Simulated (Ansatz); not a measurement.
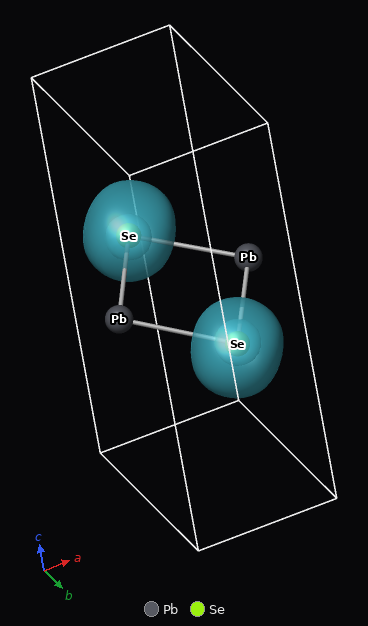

Figure. PbSe. Isosurface of the electron localisation function at 0.7 (cyan), seen at an oblique angle. Core shells and regions of very low density are left out. Sticks mark near contacts.

Space group P1; a structure from a database of computed crystals, not necessarily the ambient phase; not relaxed (largest force 0.5 eV/Å).

Method: Kohn-Sham DFT of a periodic cell, PBEsol, Ansatz PAW (Ansatz).

In a PAW calculation such maps are meaningful between the atoms, not at the nuclei.

Question: Describe the localisation domains.

Answer: The ELF exceeds this value in two regions wrapped around Se (the valence shell of each), counted in one cell of 4 atoms. Any copies at cell faces, edges or corners count once. Profiles from the grid: Pb–Se (2.91 Å): the ELF is about 0.40 at the midpoint and 0.25 at its lowest between the atoms. Pb–Se (3.04 Å): the ELF is about 0.30 at the midpoint.
